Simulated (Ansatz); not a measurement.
O31Sr33: several calculations on one system

**1. Relaxation**

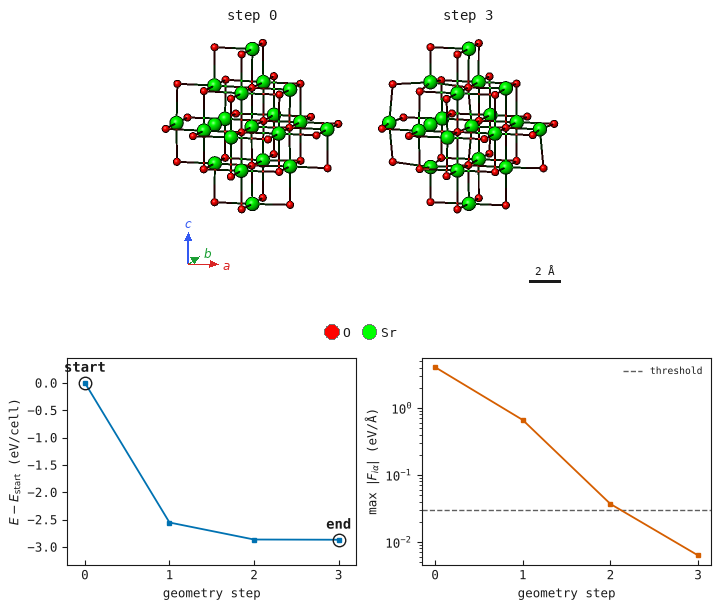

First and last geometry of a relaxation of a defect cell of composition O₃₁Sr₃₃ (cell charge +1), with the history of the run. A ball-and-stick model of the atoms within 5.8 Å of the atom that moves most (axes of the cell of the calculation (origin shifted)), seen slightly off an axis.

All numbers below come from DFT, PBEsol, PAW, plane waves (Ansatz 0.2.0). Set-up: plane-wave cutoff 420 eV; k-point mesh 1 × 1 × 1; mesh shifted by (0.25, 0.25, 0.25); collinear spin; atoms relaxed in a fixed cell; force threshold 0.03 eV/Å; at most 80 steps.

Question: What do the curves and the structures tell?

Answer: It converged. The largest move is that of a Sr atom, 0.27 Å roughly along +a. Largest moves by element: Sr 0.27 Å, O 0.05 Å. The cell stays as it was. Some distances before and after: Sr–Sr 3.563 → 3.961 Å, Sr–Sr 3.592 → 3.972 Å, Sr–Sr 2.527 → 2.806 Å, O–Sr 2.580 → 2.317 Å. Among the angles between lasting bonds that change: Sr–O–Sr 88.3° → 100.6°, Sr–O–Sr 89.0° → 100.6°, Sr–O–Sr 89.1° → 100.4°. Over 3 geometry steps the energy falls by 2.870 eV per cell of the calculation. The largest force component goes from 4.1 to 0.0063 eV/Å. The run took 7.5 s on 1 × NVIDIA GB300 Max-Q with 8 threads of Arm Neoverse-V2, peak memory 2 GiB.

Limits of the set-up: the cell is charged, on a uniform background, and energies carry no finite-size correction.

**2. Relaxation**

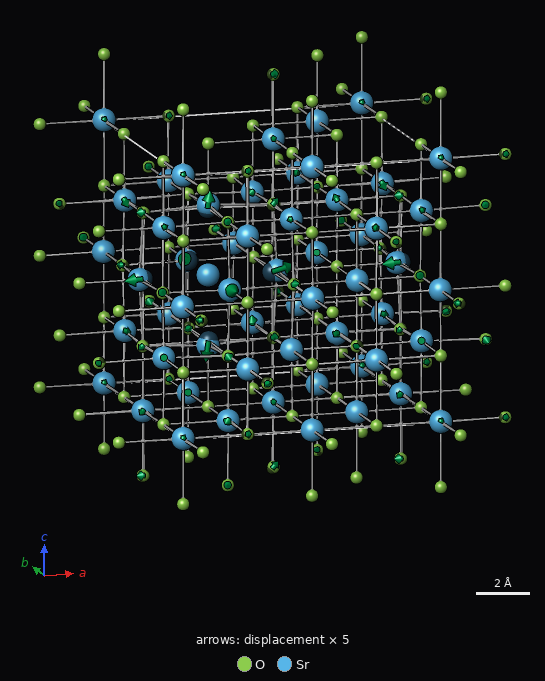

This is a relaxation of a defect cell of composition O31Sr33 (cell charge −1). The starting structure is drawn faded, the final one solid; green arrows show the displacements, magnified 5 times.

Style: ball-and-stick. Shown: the cell of the calculation (origin shifted), slightly off an axis.

Theory: DFT, PBEsol, PAW, plane waves (Ansatz). Settings: plane-wave cutoff 420 eV; k-point mesh 1 × 1 × 1; mesh shifted by (0.25, 0.25, 0.25); collinear spin; atoms relaxed in a fixed cell; force threshold 0.03 eV/Å; at most 80 steps.

Describe the change and its energy.

The atom that moves furthest is a Sr atom (0.20 Å roughly along [3 0 1]). By element the largest moves are Sr 0.20 Å, O 0.08 Å. The lattice vectors keep their values. Near-neighbour distances that change, for instance: Sr–Sr 3.563 → 3.880 Å, Sr–Sr 3.571 → 3.841 Å, Sr–Sr 3.592 → 3.853 Å, Sr–Sr 2.527 → 2.735 Å. Among the angles between lasting bonds that change: Sr–O–Sr 88.3° → 95.5°, Sr–O–Sr 89.1° → 95.8°, Sr–O–Sr 88.9° → 95.5°. After 4 accepted moves (5 points after the start) the energy has fallen by 1.463 eV per cell of the calculation. The largest force component goes from 2.6 to 0.019 eV/Å. The line search rejected the trial step at point 4 of the run. The run took 13 s on 1 × NVIDIA GB300 Max-Q with 8 threads of Arm Neoverse-V2, peak memory 1.9 GiB.

Limits of the set-up: the cell is charged, on a uniform background, and energies carry no finite-size correction.

**3. Defect**

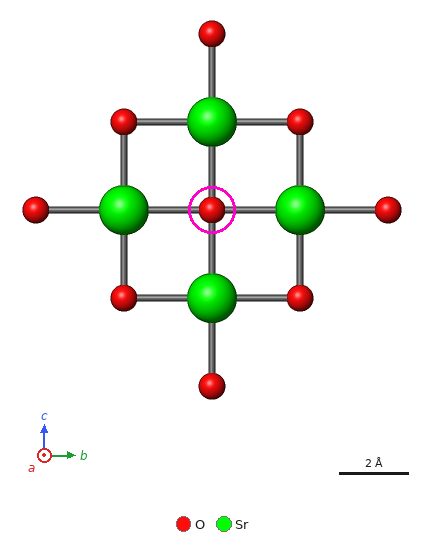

Perfect SrO. A ball-and-stick model of the atoms within 5.4 Å of one point, in a slice 4.2 Å thick across the line of sight, seen along the a axis.

These are results of DFT, PBEsol, PAW, plane waves in Ansatz, not measurements. Settings: plane-wave cutoff 420 eV; k-point mesh 1 × 1 × 1; mesh shifted by (0.25, 0.25, 0.25); collinear spin. Fermi-Dirac smearing of 0.01 eV. A uniform background neutralises the charged cell. The axes drawn are those of the host's conventional cell.

An oxygen atom is replaced by strontium at the ringed place, in charge state +1. The supercell has 64 sites, and the atoms are relaxed at the host's cell.

Q: How do the neighbours respond?

A: In the host the O atom has 6 Sr at 2.56 Å; the Sr atom ends with 6 Sr at 2.81 Å. Of the host's atoms, a strontium atom moves furthest from its site, by 0.25 Å. The cell's net moment is 3.00 μB.

The relaxed defect, seen from the same direction:

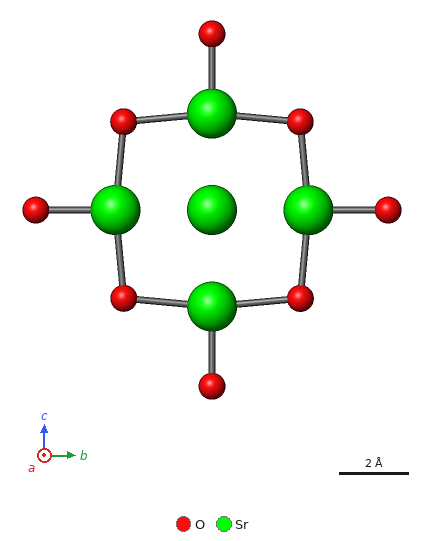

Limits of the set-up: the cell is charged, on a uniform background, and energies carry no finite-size correction.

**4. Defect**

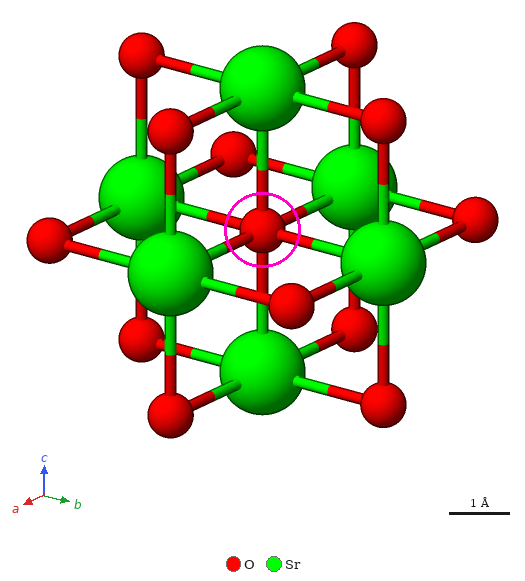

Perfect SrO. A ball-and-stick model of the atoms within 3.8 Å of one point, seen from a free direction.

The calculation used Ansatz, DFT, PBEsol, PAW, plane waves. Settings: plane-wave cutoff 420 eV; k-point mesh 1 × 1 × 1; mesh shifted by (0.25, 0.25, 0.25); no spin polarisation. Fermi-Dirac smearing of 0.01 eV. The axes drawn are those of the host's conventional cell.

An oxygen atom is replaced by strontium at the ringed place, in charge state 0. The supercell has 64 sites, and the atoms are relaxed at the host's cell.

Question: How do the neighbours respond?

Answer: In the host the O atom has 6 Sr at 2.56 Å; the Sr atom ends with 6 Sr at 2.72 to 2.80 Å. Of the host's atoms, a strontium atom moves furthest from its site, by 0.24 Å.

The relaxed defect, seen from the same direction:

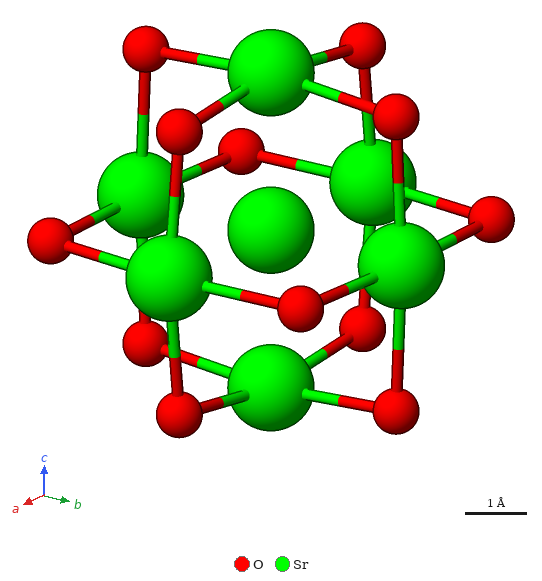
